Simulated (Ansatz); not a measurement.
**Single-point calculation, with input and output: Pt (part 1 of 2)**

System: Pt (Fm-3m, 27 atoms in the cell).
Method: DFT r2SCAN, scalar-relativistic, plane waves, PAW, no spin polarisation (Ansatz 0.2.0).

The structure derives from a Materials Project entry. It belongs to a series of runs on one base structure; here: the perfect crystal in a cell of 27 atoms.

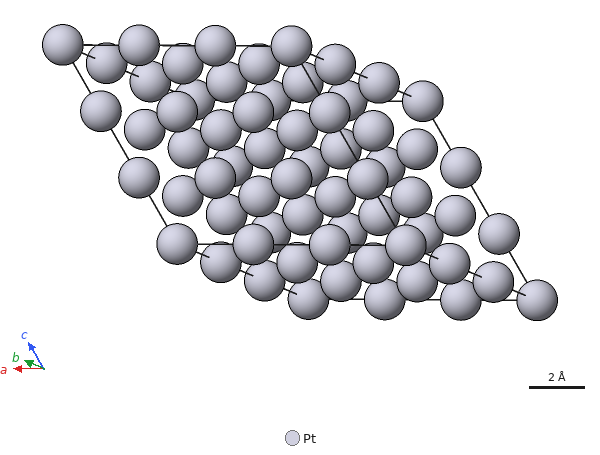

The structure (spheres-only view of the cell of the calculation, seen at an oblique angle).

Input file
```yaml
crystal:
  lattice:
    - [-5.9103276459, 5.9103276459, 0.0]
    - [-5.9103276459, 0.0, 5.9103276459]
    - [0.0, 5.9103276459, 5.9103276459]
  atoms:
    - { symbol: Pt, position: [0.0, 0.0, 0.0] }
    - { symbol: Pt, position: [0.3333333333, 0.0, 0.0] }
    - { symbol: Pt, position: [0.0, 0.3333333333, 0.0] }
    - { symbol: Pt, position: [0.0, 0.0, 0.3333333333] }
    - { symbol: Pt, position: [0.6666666667, 0.0, 0.0] }
    - { symbol: Pt, position: [0.3333333333, 0.3333333333, 0.0] }
    - { symbol: Pt, position: [0.3333333333, 0.0, 0.3333333333] }
    - { symbol: Pt, position: [0.0, 0.6666666667, 0.0] }
    - { symbol: Pt, position: [0.0, 0.3333333333, 0.3333333333] }
    - { symbol: Pt, position: [0.0, 0.0, 0.6666666667] }
    - { symbol: Pt, position: [0.6666666667, 0.3333333333, 0.0] }
    - { symbol: Pt, position: [0.6666666667, 0.0, 0.3333333333] }
    - { symbol: Pt, position: [0.3333333333, 0.6666666667, 0.0] }
    - { symbol: Pt, position: [0.3333333333, 0.3333333333, 0.3333333333] }
    - { symbol: Pt, position: [0.3333333333, 0.0, 0.6666666667] }
    - { symbol: Pt, position: [0.0, 0.6666666667, 0.3333333333] }
    - { symbol: Pt, position: [0.0, 0.3333333333, 0.6666666667] }
    - { symbol: Pt, position: [0.6666666667, 0.6666666667, 0.0] }
    - { symbol: Pt, position: [0.6666666667, 0.3333333333, 0.3333333333] }
    - { symbol: Pt, position: [0.6666666667, 0.0, 0.6666666667] }
    - { symbol: Pt, position: [0.3333333333, 0.6666666667, 0.3333333333] }
    - { symbol: Pt, position: [0.3333333333, 0.3333333333, 0.6666666667] }
    - { symbol: Pt, position: [0.0, 0.6666666667, 0.6666666667] }
    - { symbol: Pt, position: [0.6666666667, 0.6666666667, 0.3333333333] }
    - { symbol: Pt, position: [0.6666666667, 0.3333333333, 0.6666666667] }
    - { symbol: Pt, position: [0.3333333333, 0.6666666667, 0.6666666667] }
    - { symbol: Pt, position: [0.6666666667, 0.6666666667, 0.6666666667] }
basis:
  ecutwfc: 500
  xc_grid: 3
kpoints:
  mp_grid: { grid: [4, 4, 4], shift: [0.0, 0.0, 0.0] }
hamiltonian:
  xc: r2scan
scf:
  occupations: { method: gaussian, width: 0.1 }
output:
  forces: true
  stress: true
  eigenvalues: true
  write_density: true
  write_potential: true
  elf: true
  volumetric_format: npy
```

Launch command:
```bash
ansatz run input.yaml --threads 8 --pin off --max-ram 20480MiB --backend cpu --events-out ev --progress --plain --runs-dir out
```

Output
```
Engine: ansatz 0.2.0, x86_64-unknown-linux-gnu
Pseudopotentials: kind: paw
Pseudopotential: Pt, paw, valence charge 18, recommended cutoff 500 eV (meta_gga), Pt.paw.azcp
Functional definition: r2SCAN
  parameter k0 = 0.174
  parameter k1 = 0.065
  parameter a1 = 4.9479
  exchange = r2scan_x(k0 = k0, k1 = k1, a1 = a1)
  correlation = r2scan_c
Crystal: 27 atoms, lattice volume = 412.919 Å³
Basis set: ecut = 500 eV, 10489 PW (Γ), exchange–correlation on 192×192×192 points (27 copies of the dense FFT grid, shifted against one another)
Bands: 292, of which v1, the nominal top of the filled ones, is band 243 counted from 1 (242 counted from 0)
Symmetry: 1296 space group operations
Space group: Fm-3m (ITA 225), of the structure as read, at distance tolerance 7.4e-5 Å
k-points: 8 of 64
Non-local potential: Pt, projectors of the file, l = 0: 3, l = 1: 2, l = 2: 2, l = 3: 1
PAW form: soft (Blöchl's): semilocal exchange-correlation on the pseudo side does not see the compensation charge
PAW frozen core: Pt, regenerated for the run's functional (the file was generated under x = pbe(κ = 0.804, μ = 0.2195149727645171), c = pbe(β = 0.06672455060314922))
PAW one-centre angular grid: Pt, 590 points (default); XC on 160 Gauss nodes
Initial density: superposition of atomic densities (neutral atoms: chi_scale 0, normalization atom), corrected by the library's trained network
Initial wavefunctions: pseudopotential atomic-orbital guess
Functional: x = r2scan, c = r2scan; τ floored in thin density (d = 2e-4 eV/Å³)
SCF iter   1: F=—  HF=-338493.396569 eV  |F-HF|=—  |Δ(HF+E_count)|=         —  Δρ=1.45e-2  dr2=6.72e-1  dr2_τ=3.03e-1  ethr=1.77e-3  ⟨swp⟩=5.0  Hψ=7953  notcnv=0  defer=131
preconditioner: auto → Kerker (q_TF=auto, 2.803 Å⁻¹)  [metal: Δε(μ)=0.005 eV  Ē_g=8.877 eV  σ=0.100 eV  W_gap=0.03  n_scr=168 (ndim 8)  ℏωp=30.0 eV  f_vac=0.000  D(μ)=53.94/eV (n_scr^D=820)]
SCF iter   2: F=—  HF=-338493.476104 eV  |F-HF|=—  |Δ(HF+E_count)|=   7.95e-2  Δρ=6.87e-3  dr2=1.29e-1  dr2_τ=1.99e-2  ethr=1.38e-4  ⟨swp⟩=2.0  Hψ=3753  notcnv=0  defer=203
SCF iter   3: F=—  HF=-338493.482667 eV  |F-HF|=—  |Δ(HF+E_count)|=   6.56e-3  Δρ=1.77e-3  dr2=7.68e-3  dr2_τ=3.53e-4  ethr=2.64e-5  ⟨swp⟩=2.0  Hψ=3130  notcnv=0  defer=203
SCF iter   4: F=—  HF=-338493.486362 eV  |F-HF|=—  |Δ(HF+E_count)|=   3.69e-3  Δρ=3.97e-4  dr2=4.11e-4  dr2_τ=3.67e-5  ethr=1.58e-6  ⟨swp⟩=2.0  Hψ=3161  notcnv=0  defer=203
SCF iter   5: F=—  HF=-338493.486947 eV  |F-HF|=—  |Δ(HF+E_count)|=   5.85e-4  Δρ=1.26e-4  dr2=6.01e-5  dr2_τ=3.23e-6  ethr=8.45e-8  ⟨swp⟩=2.8  Hψ=4551  notcnv=0  defer=203
SCF iter   6: F=—  HF=-338493.483779 eV  |F-HF|=—  |Δ(HF+E_count)|=   3.17e-3  Δρ=2.62e-5  dr2=2.46e-6  dr2_τ=5.77e-7  ethr=1.24e-8  ⟨swp⟩=2.0  Hψ=3172  notcnv=0  defer=203
SCF iter   7: F=—  HF=-338493.483780 eV  |F-HF|=—  |Δ(HF+E_count)|=   8.35e-7  Δρ=9.61e-6  dr2=3.25e-7  dr2_τ=9.04e-9  ethr=5.05e-10  ⟨swp⟩=2.0  Hψ=3172  notcnv=0  defer=203
SCF iter   8: F=-338493.483780 eV  HF=-338493.483780 eV  |F-HF|=1.16e-10  |Δ(HF+E_count)|=   1.45e-7  Δρ=2.10e-6  dr2=1.34e-8  dr2_τ=4.44e-10  ethr=2.06e-11  ⟨swp⟩=11.9  Hψ=14487  notcnv=0
SCF 1 converged in 8 iterations: F = -338493.483780 eV  dr2 = 1.34e-8
  greatest PAW one-centre occupation: 1.000 electrons in one spin orbital (limit 2), on the Pt atom at site 26 (counted from 0), in its partial waves of l = 0
```

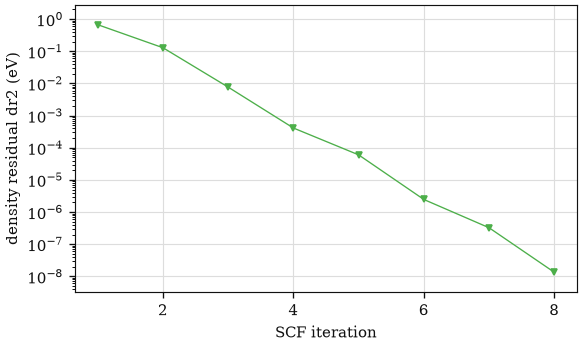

Convergence of the self-consistent field: density residual dr2 against the SCF iteration. The residual falls at every step.

```
SCF converged after 8 iterations
Free energy (F): -338493.483780 eV
Harris-Foulkes:  -338493.483780 eV  (|F-HF|=1.16e-10)
Internal energy: -338493.216213 eV  (E = F + TS)
E sigma→0 (E₀):  -338493.349996 eV
Entropy (-TS):   -0.267567 eV (-9.910 meV/atom)
Fermi energy:    22.723194 eV
--- Per-component energies (eV) ---
  E_band       = -4141.264183
  E_kinetic    = 17225.628602
  E_local      = -40083.548732  (includes V_loc(G=0)·N_el)
  E_nonlocal   = 5456.554828
  E_hartree    = 14915.675980
  E_xc         = -6755.333564
  E_vxc        = -9116.397860  (∫ρ·V_xc dr)
  E_paw        = -255957.325113  (= ΣΔE_a)
  E_vpaw       = -8037.194215  (= ΣTr[D̂ρ^β])
  E_aug_tail   = 0.004099  (compensation charges beyond the density's cutoff)
  E_vtau       = 582.314645  (kinetic-family band-sum trace: ∫τ·v_τ [+ j·A + Jᵃ·Aᵃ] dr)
  E_ewald      = -73288.621964
  E_core_change = -6.250350  (= ΣΔE_core)
  E_smearing   = -0.267567  (= −TS)
  E_closure    = -0.000000  (closes the sum)
  Σ components = -338493.483780   (vs F -338493.483780, Δ=0.00e0)
--- Forces (eV/Å), atoms counted from 1 ---
  atom   1  Pt    -0.00000000    -0.00000000     0.00000000
  atom   2  Pt    -0.00000000     0.00000000    -0.00000000
  atom   3  Pt    -0.00000000    -0.00000000     0.00000000
  atom   4  Pt    -0.00000000    -0.00000000     0.00000000
  atom   5  Pt    -0.00000000     0.00000000     0.00000000
  atom   6  Pt    -0.00000000    -0.00000000     0.00000000
  atom   7  Pt    -0.00000000    -0.00000000     0.00000000
  atom   8  Pt    -0.00000000    -0.00000000     0.00000000
  atom   9  Pt    -0.00000000    -0.00000000     0.00000000
  atom  10  Pt    -0.00000000    -0.00000000     0.00000000
  atom  11  Pt    -0.00000000     0.00000000     0.00000000
  atom  12  Pt    -0.00000000     0.00000000    -0.00000000
  atom  13  Pt    -0.00000000    -0.00000000     0.00000000
  atom  14  Pt    -0.00000000     0.00000000     0.00000000
  atom  15  Pt    -0.00000000     0.00000000     0.00000000
  atom  16  Pt    -0.00000000    -0.00000000     0.00000000
  atom  17  Pt    -0.00000000    -0.00000000     0.00000000
  atom  18  Pt    -0.00000000    -0.00000000     0.00000000
  atom  19  Pt    -0.00000000     0.00000000     0.00000000
  atom  20  Pt     0.00000000     0.00000000    -0.00000000
  atom  21  Pt    -0.00000000    -0.00000000     0.00000000
  atom  22  Pt    -0.00000000    -0.00000000     0.00000000
  atom  23  Pt    -0.00000000    -0.00000000     0.00000000
  atom  24  Pt    -0.00000000     0.00000000     0.00000000
  atom  25  Pt    -0.00000000     0.00000000     0.00000000
  atom  26  Pt    -0.00000000     0.00000000     0.00000000
  atom  27  Pt    -0.00000000     0.00000000     0.00000000
  max |Σ_I F_I| component: 4.18e-27 eV/Å
--- Stress (GPa, compression-positive) ---
        0.115396       0.000000      -0.000000
       -0.000000       0.115396       0.000000
        0.000000      -0.000000       0.115396
  P = ⅓ Tr σ = 0.1154 GPa (1.154 kbar)
--- Band table (eV; the first three rows and the last of 8) ---
  k-point 0: bands = ["-77.7835", "-77.7570", "-77.7570", "-77.7570", "-77.7570", "-77.7570", "-77.7570", "-77.7570", "-77.7570", "-77.7482", ... 82 levels left out ..., "-31.2217", "-31.2217", "-31.2217", "-31.2217", "-31.2217", "-31.2217", "-31.2217", "-31.2217", "-31.2217", "-31.2217", "-31.2217", "-31.2217", "-31.2217", "-31.1685", "-31.1685", "-31.1685", "12.3912", "15.1426", "15.1426", "15.1426", "15.1426", "15.1426", "15.1426", "15.1426", "15.1426", "15.8786", "15.8786", "15.8786", "15.8786",
      "15.8786", "15.8786", "16.5977", "16.5977", "16.5977", "16.5977", "16.5977", "16.5977", "16.7714", "16.7714", "16.7714", "16.7714", "16.7714", "16.7714", "16.7714", "16.7714", "16.7714", "16.7714", "16.7714", "16.7714", "17.8072", "17.8072", "17.8072", "17.8072", "17.8072", "17.8072", "17.8072", "17.8072", "17.8072", "17.8072", "17.8072", "17.8072", "18.8764", "18.8764", "18.8764", "18.9860", "18.9860", "18.9860", "18.9860", "18.9860",
      "18.9860", "18.9860", "18.9860", "18.9860", "18.9860", "18.9860", "18.9860", "19.0496", "19.0496", "19.0496", "19.0496", "19.0496", "19.0496", "19.0496", "19.0496", "19.0496", "19.0496", "19.0496", "19.0496", "19.0496", "19.0496", "19.0496", "19.0496", "19.4917", "19.4917", "19.4917", "19.4917", "19.4917", "19.4917", "19.4917", "19.4917", "20.6274", "20.6274", "20.6274", "20.6274", "20.6274", "20.6274", "20.7507", "20.7507", "20.7507",
      "20.7507", "20.7507", "20.7507", "20.7507", "20.7507", "20.7507", "20.7507", "20.7507", "20.7507", "20.9926", "20.9926", "21.6920", "21.6920", "21.6920", "21.6920", "21.6920", "21.6920", "21.6920", "21.6920", "21.6920", "21.6920", "21.6920", "21.6920", "21.8519", "21.8519", "21.8519", "21.8519", "21.8519", "21.8519", "21.8519", "21.8519", "21.8519", "21.8519", "21.8519", "21.8519", "21.8519", "21.8519", "21.8519", "21.8519", "22.0820",
      "22.0820", "22.0820", "22.0820", "22.0820", "22.0820", "22.0820", "22.0820", "22.0820", "22.0820", "22.0820", "22.0820", "22.1979", "22.1979", "22.1979", "22.1979", "22.1979", "22.1979", "27.3091", "27.3091", "27.3091", "27.3091", "27.3091", "27.3091", "27.3091", "27.3091", "27.3091", "27.3091", "27.3091", "27.3091", "31.8319", "31.8319", "31.8319", "31.8319", "31.8319", "31.8319", "31.8319", "31.8319", "31.8319", "31.8319", "31.8319",
      "31.8319", "32.8568", "32.8568", "32.8568", "32.8568", "32.8568", "32.8568", "32.8568", "32.8568", "32.8568", "32.8568"]
```
